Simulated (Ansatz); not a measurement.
**Run report: ZnCu2SnS4, band-structure calculation (part 2 of 2)**

The same run, continued: ZnCu2SnS4 (I-42m, 8 atoms in the cell); DFT, HSE06, plane waves, PAW, no spin polarisation (Ansatz 0.2.0); cutoff 420 eV, 4×4×4 k-mesh, Fermi–Dirac smearing of 0.02 eV. The structure was built on a prototype by a generator; it need not be a known phase. The geometry comes from this level: r2SCAN.

Geometry of the input (Å; fractional positions):
```
-2.7022  2.7022  5.4272
2.7022  -2.7022  5.4272
2.7022  2.7022  -5.4272
Cu 0.7500  0.2500  0.5000
Cu 0.2500  0.7500  0.5000
Zn 0.0000  0.0000  0.0000
Sn 0.5000  0.5000  0.0000
S  0.8904  0.8904  0.5151
S  0.1096  0.6247  -0.0000
S  0.6247  0.1096  0.0000
S  0.3753  0.3753  0.4849
```

```
hybrid outer 3: dexx = +5.408e-9 eV, tail = 1.42e-9 eV, Δε = 2.42e-4 eV (about 3.42e-5 eV left of the loop's levels), ΔF = 1.89e-4 eV/Å (tail 1.03e-4)
NSCF: frozen V_eff on 9 k-points
hybrid SCF converged: 3 outer / 20 inner (+9 warm-up), last move |dexx| = 5.41e-9 eV, tail = 1.42e-9 eV
Stability not checked: this state was not tested for a lower state beside it, because the functional holds exact exchange (a hybrid, or Hartree-Fock), whose exchange loop this test does not read (fock_operator; see scf.lower_state_search)
Free energy (F): -26210.380535 eV
Frozen-core exchange: fock
Harris-Foulkes:  -26210.380535 eV  (|F-HF|=4.58e-10)
Internal energy: -26210.380535 eV  (E = F + TS)
E sigma→0 (E₀):  -26210.380535 eV
Fermi energy:    8.064077 eV
--- Per-component energies (eV) ---
  E_band       = -1278.339978
  E_kinetic    = 1347.420387
  E_local      = -15015.652339  (includes V_loc(G=0)·N_el)
  E_nonlocal   = 1516.688559
  E_hartree    = 6788.403109
  E_xc         = -861.499187
  E_vxc        = -579.296143  (∫ρ·V_xc dr)
  E_exx        = -342.501824  (= α·E_x^exact, valence–valence)
  E_paw        = -11615.239756  (= ΣΔE_a)
  E_vpaw       = -1439.300686  (= ΣTr[D̂ρ^β])
  E_aug_tail   = 0.000183  (compensation charges beyond the density's cutoff)
  E_ewald      = -8028.075282
  E_core_change = 0.075614  (= ΣΔE_core)
  E_smearing   = -0.000000  (= −TS)
  E_closure    = 0.000000  (closes the sum)
  Σ components = -26210.380535   (vs F -26210.380535, Δ=0.00e0)
--- Forces (eV/Å), atoms counted from 1 ---
  atom   1  Cu     0.00000000    -0.00000000     0.00000000
  atom   2  Cu     0.00000000     0.00000000     0.00000000
  atom   3  Zn     0.00000000    -0.00000000     0.00000000
  atom   4  Sn     0.00000000     0.00000000     0.00000000
  atom   5  S     -0.17314951    -0.17314951    -0.30733934
  atom   6  S     -0.17314951     0.17314951     0.30733934
  atom   7  S      0.17314951    -0.17314951     0.30733934
  atom   8  S      0.17314951     0.17314951    -0.30733934
  max |Σ_I F_I| component: 1.11e-16 eV/Å
--- Stress (GPa, compression-positive) ---
        0.994401       0.000000       0.000000
        0.000000       0.994401       0.000000
        0.000000       0.000000       0.834715
  P = ⅓ Tr σ = 0.9412 GPa (9.412 kbar)
--- Band table (eV; the first three rows and the last of 13) ---
  k-point 0: bands = ["-109.3029", "-109.3028", "-65.1579", "-65.1579", "-65.1577", "-65.1577", "-65.1082", "-65.1081", "-16.7623", "-16.7623", "-16.7486", "-16.6681", "-16.6554", "-8.3102", "-6.6702", "-6.6432", "-6.6432", "-1.4773", "-1.2688", "-1.2688", "-1.2590", "-1.2054", "-0.5989", "1.2322", "1.7549", "2.2303", "2.8819", "2.8819", "2.9976", "3.2034", "3.2034", "3.4364", "4.1852", "4.1852", "4.9209", "4.9234", "4.9816", "4.9816", "5.0454", "5.3678", "5.4721", "7.3741", "7.4770", "7.4770", "8.6372", "10.3822", "11.8652", "12.2416", "12.2416", "12.8212"]
  k-point 1: bands = ["-109.3029", "-109.3029", "-65.1580", "-65.1579", "-65.1578", "-65.1577", "-65.1081", "-65.1081", "-16.7626", "-16.7625", "-16.7492", "-16.6678", "-16.6547", "-7.9622", "-6.9260", "-6.7992", "-6.6875", "-1.4800", "-1.2778", "-1.2623", "-1.2398", "-1.1890", "-0.6323", "1.2195", "1.5464", "2.3262", "2.5452", "2.9213", "3.0256", "3.2262", "3.3521", "3.4818", "3.8739", "4.0356", "4.9200", "4.9697", "5.0948", "5.2590", "5.7282", "5.7850", "5.9849", "6.2354", "6.5353", "7.2735", "9.6597", "11.4171", "11.9286", "12.3116", "12.4200", "13.3974"]
  k-point 2: bands = ["-109.3029", "-109.3029", "-65.1580", "-65.1580", "-65.1577", "-65.1577", "-65.1081", "-65.1081", "-16.7630", "-16.7626", "-16.7499", "-16.6676", "-16.6541", "-7.4673", "-7.0215", "-6.9827", "-6.9447", "-1.3385", "-1.3193", "-1.2822", "-1.2190", "-1.1747", "-0.9533", "0.8891", "1.0498", "2.1278", "2.6352", "3.1839", "3.2937", "3.3330", "3.3631", "3.9355", "3.9392", "4.0487", "4.9057", "4.9329", "5.2613", "5.5048", "5.7396", "5.8409", "5.9155", "6.8606", "6.8864", "6.9792", "9.0452", "11.2513", "11.5214", "12.8494", "13.1128", "13.8344"]
  k-point 12: bands = ["-109.3029", "-109.3029", "-65.1579", "-65.1579", "-65.1577", "-65.1577", "-65.1082", "-65.1081", "-16.7620", "-16.7620", "-16.7488", "-16.6680", "-16.6554", "-7.7780", "-7.3998", "-6.6584", "-6.6584", "-1.4757", "-1.3414", "-1.2885", "-1.2885", "-1.2232", "-0.6654", "1.5954", "1.8668", "2.7817", "2.8799", "2.8799", "3.2985", "3.2985", "3.3496", "3.3880", "4.6624", "4.6624", "4.7159", "4.9230", "5.0448", "5.2261", "5.2261", "5.3384", "5.7580", "5.9088", "6.6911", "6.6911", "9.7226", "10.4242", "10.4242", "10.6411", "11.8402", "12.6448"]
```

## File rho_z.tsv
```
# z_ang	rho[e/angstrom^3]
# format = ansatz-planar-average/11
# lattice	-2.702161960	2.702161960	5.427215458
# lattice	2.702161960	-2.702161960	5.427215458
# lattice	2.702161960	2.702161960	-5.427215458
# sites	8
# site	29	-0.000000000	2.702161960	2.713607729
# site	29	2.702161960	-0.000000000	2.713607729
# site	30	0.000000000	0.000000000	0.000000000
# site	50	0.000000000	0.000000000	5.427215458
# site	16	1.391974556	1.391974556	6.869238113
# site	16	1.391974556	-1.391974556	3.985192804
# site	16	-1.391974556	1.391974556	3.985192804
# site	16	1.310187403	1.310187403	1.442022655
0.000000	8.800290e-1
0.147503	8.472014e-1
0.295005	7.608955e-1
0.442508	6.491302e-1
0.590011	5.387630e-1
0.737514	4.447652e-1
0.885016	3.705504e-1
1.032519	3.136969e-1
1.180022	2.709056e-1
1.327524	2.400980e-1
1.475027	2.202410e-1
1.622530	2.107450e-1
1.770033	2.117609e-1
1.917535	2.246735e-1
2.065038	2.519790e-1
2.212541	2.976590e-1
2.360043	3.688380e-1
2.507546	4.768089e-1
2.655049	6.341485e-1
2.802552	8.452227e-1
2.950054	1.091178e0
3.097557	1.320384e0
3.245060	1.461577e0
3.392562	1.461577e0
3.540065	1.320384e0
3.687568	1.091178e0
3.835071	8.452227e-1
3.982573	6.341485e-1
4.130076	4.768089e-1
4.277579	3.688380e-1
4.425081	2.976590e-1
4.572584	2.519790e-1
4.720087	2.246735e-1
4.867589	2.117609e-1
5.015092	2.107450e-1
5.162595	2.202410e-1
5.310098	2.400980e-1
5.457600	2.709056e-1
5.605103	3.136969e-1
5.752606	3.705504e-1
5.900108	4.447652e-1
6.047611	5.387630e-1
6.195114	6.491302e-1
6.342617	7.608955e-1
6.490119	8.472014e-1
```

## File v_z.tsv
```
# z_ang	v_es[eV]	v_tot[eV]
# format = ansatz-planar-average/11
# xc	hse06
# density_cutoff_ev	1680
# datasets	Cu=:simpson_from_first_knot:soft:fock:shift=0	Zn=:simpson_from_first_knot:soft:fock:shift=0	Sn=:simpson_from_first_knot:soft:fock:shift=0	S=:simpson_from_first_knot:soft:fock:shift=0
# lattice	-2.702161960	2.702161960	5.427215458
# lattice	2.702161960	-2.702161960	5.427215458
# lattice	2.702161960	2.702161960	-5.427215458
# sites	8
# site	29	-0.000000000	2.702161960	2.713607729
# site	29	2.702161960	-0.000000000	2.713607729
# site	30	0.000000000	0.000000000	0.000000000
# site	50	0.000000000	0.000000000	5.427215458
# site	16	1.391974556	1.391974556	6.869238113
# site	16	1.391974556	-1.391974556	3.985192804
# site	16	-1.391974556	1.391974556	3.985192804
# site	16	1.310187403	1.310187403	1.442022655
0.000000	2.688788e0	-6.429584e0
0.147503	2.714226e0	-6.350879e0
0.295005	2.800877e0	-6.125263e0
0.442508	2.977997e0	-5.763548e0
0.590011	3.287594e0	-5.250323e0
0.737514	3.767978e0	-4.559508e0
0.885016	4.431331e0	-3.690775e0
1.032519	5.244431e0	-2.688545e0
1.180022	6.127578e0	-1.639594e0
1.327524	6.970981e0	-6.629967e-1
1.475027	7.662125e0	1.167640e-1
1.622530	8.100103e0	5.944683e-1
1.770033	8.199045e0	6.893152e-1
1.917535	7.918184e0	3.664513e-1
2.065038	7.282285e0	-3.433996e-1
2.212541	6.377606e0	-1.343978e0
2.360043	5.332682e0	-2.498848e0
2.507546	4.291576e0	-3.664993e0
2.655049	3.372567e0	-4.726978e0
2.802552	2.641767e0	-5.613744e0
2.950054	2.115138e0	-6.296453e0
3.097557	1.780054e0	-6.766157e0
3.245060	1.618093e0	-7.009265e0
3.392562	1.618093e0	-7.009265e0
3.540065	1.780054e0	-6.766157e0
3.687568	2.115138e0	-6.296453e0
3.835071	2.641767e0	-5.613744e0
3.982573	3.372567e0	-4.726978e0
4.130076	4.291576e0	-3.664993e0
4.277579	5.332682e0	-2.498848e0
4.425081	6.377606e0	-1.343978e0
4.572584	7.282285e0	-3.433996e-1
4.720087	7.918184e0	3.664513e-1
4.867589	8.199045e0	6.893152e-1
5.015092	8.100103e0	5.944683e-1
5.162595	7.662125e0	1.167640e-1
5.310098	6.970981e0	-6.629967e-1
5.457600	6.127578e0	-1.639594e0
5.605103	5.244431e0	-2.688545e0
5.752606	4.431331e0	-3.690775e0
5.900108	3.767978e0	-4.559508e0
6.047611	3.287594e0	-5.250323e0
6.195114	2.977997e0	-5.763548e0
6.342617	2.800877e0	-6.125263e0
6.490119	2.714226e0	-6.350879e0
```

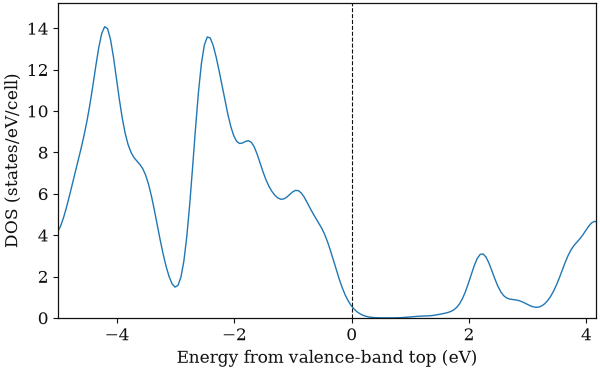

Fig. 1: Density of states (the curve is built from the levels of the k mesh with Gaussians 0.4 eV wide, which also blur the band edges), with energies from the valence-band top. There is a gap of 1.16 eV on the k-point mesh. Small ripples come from the finite k-point mesh.

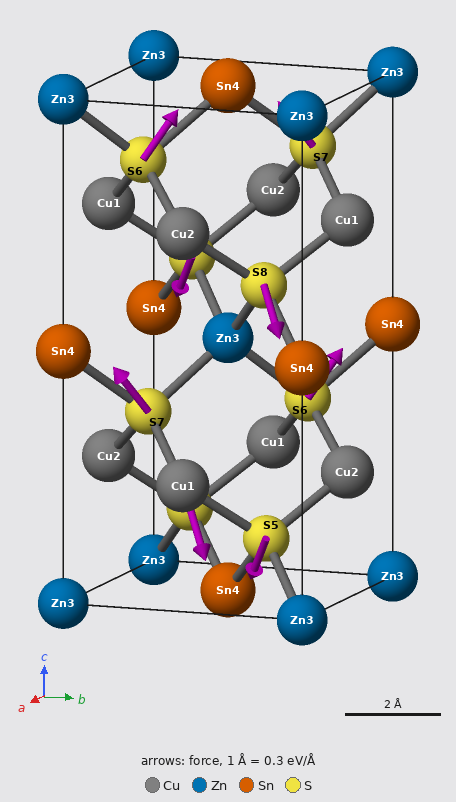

Fig. 2: Forces on the atoms as pink arrows (ball-and-stick view of the cell 2 times as large as that of the calculation, set on its symmetry axes, seen slightly off an axis; atoms are numbered from 1 in the order of the input). The largest act on all 4 S atoms (0.39 eV/Å). The geometry is not a stationary point of this energy.

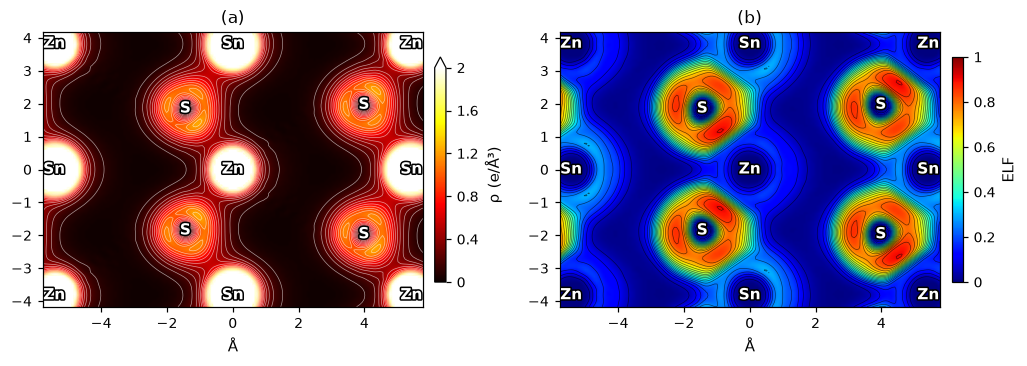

Fig. 3: (a) valence charge density (pseudo); (b) ELF on the (110) plane of the conventional cell. The section cuts through Zn, Sn and S sites. Zn–S (2.35 Å): ρ is about 0.5 e/Å³ halfway; the ELF is about 0.55 at the midpoint. Sn–S (2.44 Å): ρ at the midpoint is about 0.57 e/Å³; the ELF is about 0.60 at the midpoint. Away from the nuclei the density in this plane falls to 0.02 e/Å³ at its lowest. Core electrons are frozen (PAW), so the fields are smoothed inside the atomic spheres.

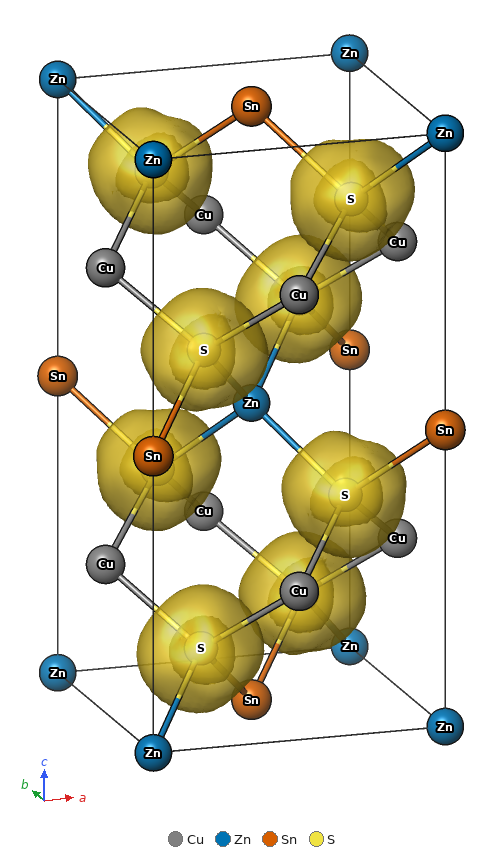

Fig. 4: Isosurface of the ELF at 0.75 (yellow), seen slightly off an axis. Core shells and regions of very low density are left out. Sticks mark near contacts. The outline is the cell set on symmetry axes. Profiles from the grid: Cu–S (2.30 Å): the ELF is about 0.45 at the midpoint. Zn–S (2.35 Å): the ELF is about 0.55 at the midpoint.

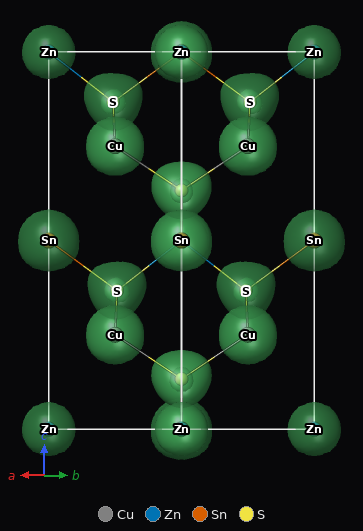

Fig. 5: Isosurface of the valence charge density (pseudo) at 0.8 e/Å³ (green), seen along [110]. Sticks mark near contacts. The outline is the cell set on symmetry axes. At this value the density breaks into separate islands; it holds about 70 % of the electrons treated as valence (semicore included). It is pinched off along the Cu–S (2.30 Å), Zn–S (2.35 Å) and Sn–S (2.44 Å) contacts. On the grid the lowest density along these lines, outside the cores, is 0.49 e/Å³ (Cu–S, 2.30 Å), 0.46 e/Å³ (Zn–S, 2.35 Å) and 0.56 e/Å³ (Sn–S, 2.44 Å).
